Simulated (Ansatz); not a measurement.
## A series of single points on ZrH2

System: ZrH2 (Fm-3m, 3 atoms in the cell).
Method: Kohn-Sham DFT of a periodic cell, PBEsol, all-electron LAPW, scalar-relativistic, no spin polarisation (Ansatz 0.2.0).

The 7 runs differ only in the geometry, by an even scaling of the cell at fixed fractional positions. The structure derives from a Materials Project entry.

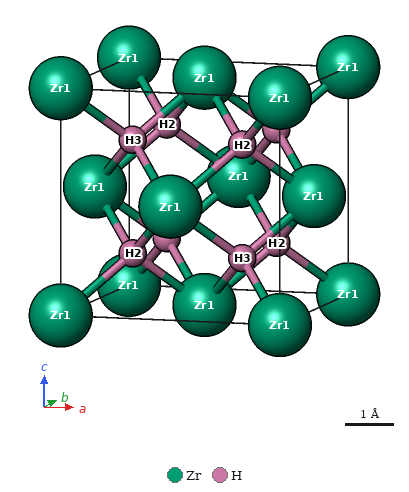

Figure 1. The structure of run 4 (ball-and-stick view of the cell 4 times as large as that of the calculation, set on its symmetry axes, seen slightly off an axis; atoms are numbered from 1 in the order of the input). An atom can appear more than once, as a periodic image.

### Input of run 4
```yaml
crystal:
  lattice:
    - [0.0, 2.409225, 2.409225]
    - [2.409225, 0.0, 2.409225]
    - [2.409225, 2.409225, 0.0]
  atoms:
    - { symbol: Zr, position: [0.0, 0.0, 0.0] }
    - { symbol: H, position: [0.25, 0.25, 0.25] }
    - { symbol: H, position: [0.75, 0.75, 0.75] }
kpoints:
  mp_grid: { grid: [10, 10, 10] }
scf:
  occupations: { method: fermi_dirac, width: 0.05 }
hamiltonian:
  xc: pbesol
  pseudopotentials: { kind: all_electron, lapw: { basis_error: 0.001 } }
output:
  forces: true
  stress: true
  eigenvalues: true
```

Command:
```bash
ansatz run input.yaml --threads 2 --pin off --max-ram 8192MiB --backend cpu --events-out ev --progress --plain --runs-dir out
```

Run 2 differs from it as follows:
```diff
-    - [0.0, 2.409225, 2.409225]
-    - [2.409225, 0.0, 2.409225]
-    - [2.409225, 2.409225, 0.0]
+    - [0.0, 2.3766639139, 2.3766639139]
+    - [2.3766639139, 0.0, 2.3766639139]
+    - [2.3766639139, 2.3766639139, 0.0]
```

### Results, with one run withheld

```tsv
run	volume per atom (Å³)	free energy per atom, from the lowest run given (meV)	pressure (GPa)
1	8.763	2.26	4.13
2	8.950	?	?
3	9.136	0.00	−1.98
4	9.323	3.85	−4.59
5	9.509	10.59	−6.95
6	9.696	19.93	−9.08
7	9.882	31.64	−11.01
```

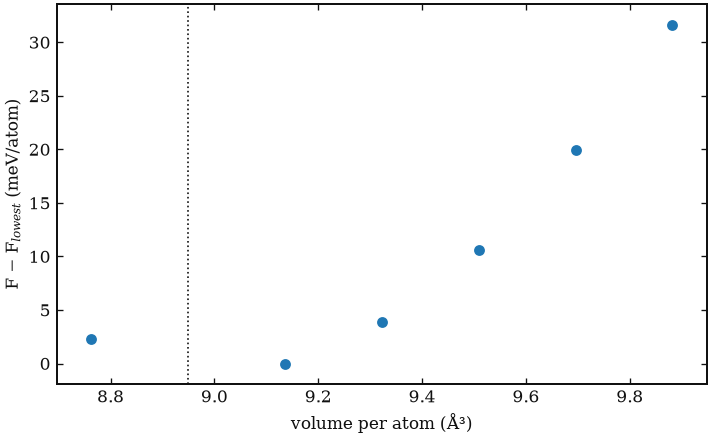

Figure 2. Free energy per atom of the runs given; the dotted line marks run 2.

Estimate the energy of run 2 from the others.

A cubic polynomial in V^(−2/3) (the Birch–Murnaghan form), fitted to the 6 runs given, misses them by at most 0.02 meV per atom. With x = V^(−2/3) − 0.22495 Å⁻², it reads F = 5.3842 − 2045.1 x + 1.6931e+05 x² − 45988 x³ (meV per atom). At run 2 it gives −0.64 meV per atom, and the run itself gives −0.65. The slope of the fit gives a pressure −dF/dV of 0.91 GPa there, and the run prints 0.92 GPa. The fit has its minimum at 9.007 Å³ per atom, where V d²F/dV² gives 142 GPa: the bulk modulus at this level, since symmetry fixes the shape and the positions.

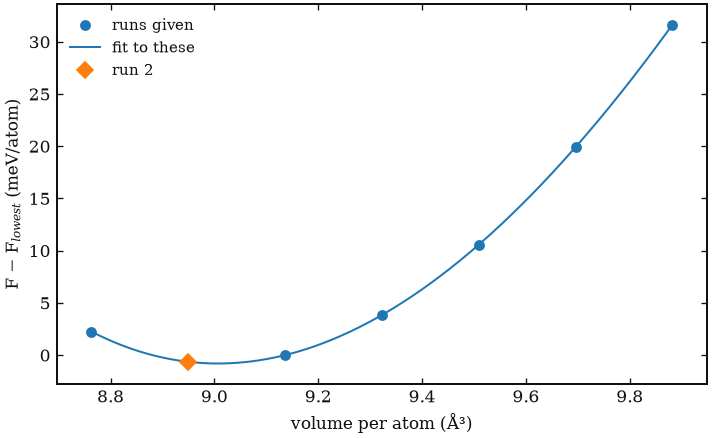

Figure 3. The fit and the withheld run.

### Output, shortened to warnings, some set-up lines, iterations and results (run 2)
```
Basis set: ecut = 252.105984365422 eV, 259 PW (Γ), exchange–correlation at level 2
Symmetry: 48 space group operations
k-points: 47 of 1000
Initial density: superposition of atomic densities (chi_scale 0.1, normalization cell, long waves kept (reshape's long-wave potential 0.00 eV rms))
[...]
SCF iter   1: F=—  HF=-97905.797440 eV  |F-HF|=—  |Δ(HF+E_count)|=         —  Δρ=6.40e-2  dr2=1.06e0  ethr=3.30e-3  ⟨swp⟩=2.0  Hψ=6200  notcnv=0
SCF iter   2: F=—  HF=-97905.273157 eV  |F-HF|=—  |Δ(HF+E_count)|=   5.24e-1  Δρ=3.44e-2  dr2=3.31e-1  ethr=3.30e-3  ⟨swp⟩=3.0  Hψ=2709  notcnv=0
SCF iter   3: F=—  HF=-97905.148836 eV  |F-HF|=—  |Δ(HF+E_count)|=   1.24e-1  Δρ=1.26e-2  dr2=5.12e-2  ethr=1.04e-3  ⟨swp⟩=3.0  Hψ=2909  notcnv=0
SCF iter   4: F=—  HF=-97905.145272 eV  |F-HF|=—  |Δ(HF+E_count)|=         —  Δρ=3.15e-3  dr2=3.25e-3  ethr=1.01e-5  ⟨swp⟩=2.0  Hψ=4745  notcnv=0
SCF iter   5: F=—  HF=-97905.144657 eV  |F-HF|=—  |Δ(HF+E_count)|=   6.15e-4  Δρ=9.85e-4  dr2=2.60e-4  ethr=1.01e-5  ⟨swp⟩=2.0  Hψ=2744  notcnv=0
SCF iter   6: F=—  HF=-97905.144651 eV  |F-HF|=—  |Δ(HF+E_count)|=   6.28e-6  Δρ=3.96e-4  dr2=3.93e-5  ethr=8.14e-7  ⟨swp⟩=2.0  Hψ=2743  notcnv=0
SCF iter   7: F=—  HF=-97905.144655 eV  |F-HF|=—  |Δ(HF+E_count)|=   4.73e-6  Δρ=5.40e-5  dr2=1.06e-6  ethr=1.23e-7  ⟨swp⟩=2.0  Hψ=2743  notcnv=0
SCF iter   8: F=—  HF=-97905.144655 eV  |F-HF|=—  |Δ(HF+E_count)|=   1.73e-7  Δρ=2.18e-5  dr2=1.73e-7  ethr=3.32e-9  ⟨swp⟩=3.0  Hψ=2840  notcnv=0
SCF iter   9: F=-97905.144655 eV  HF=-97905.144655 eV  |F-HF|=2.76e-10  |Δ(HF+E_count)|=   7.26e-8  Δρ=3.31e-6  dr2=2.93e-9  ethr=5.40e-10  ⟨swp⟩=2.0  Hψ=2743  notcnv=0
SCF 1 converged in 9 iterations: F = -97905.144655 eV  dr2 = 2.93e-9
SCF converged after 9 iterations
Free energy (F): -97905.144655 eV
Harris-Foulkes:  -97905.144655 eV  (|F-HF|=2.76e-10)
Internal energy: -97905.131321 eV  (E = F + TS)
E sigma→0 (E₀):  -97905.137988 eV
Entropy (-TS):   -0.013334 eV (-4.445 meV/atom)
Fermi energy:    14.703370 eV
--- Per-component energies (eV) ---
  E_band       = -4173.798374
  E_kinetic    = 101116.042008
  E_xc         = -3075.729544
  E_electrostatic = -195945.443784  (all electrons and nuclei)
  E_smearing   = -0.013334  (= −TS)
  E_closure    = 0.000000  (closes the sum)
  E_atoms      = -97888.568802  (free atoms, spherical and without spin; not in F)
  Σ components = -97905.144655   (vs F -97905.144655, Δ=0.00e0)
  Basis errors (estimates in eV, not in F): energy 4.3e-4 per atom: plane waves 4.0e-4 (2.5e-4 summed), levels above the bands 2.2e-59, relativity 3.9e-9, radial functions 3.4e-5, core shells 1.8e-14; eigenvalues (radial functions only) 5.4e-6; not estimated: angular momenta, meshes, grids; target …
--- Forces (eV/Å), atoms counted from 1 ---
  atom   1  Zr    -0.00000000    -0.00000000     0.00000000
  atom   2  H     -0.00000000     0.00000000     0.00000000
  atom   3  H     -0.00000000     0.00000000    -0.00000000
  max |Σ_I F_I| component: 1.16e-18 eV/Å
--- Stress (GPa, compression-positive) ---
        0.916382       0.000000       0.000000
        0.000000       0.916382       0.000000
        0.000000       0.000000       0.916382
  P = ⅓ Tr σ = 0.9164 GPa (9.164 kbar)
```
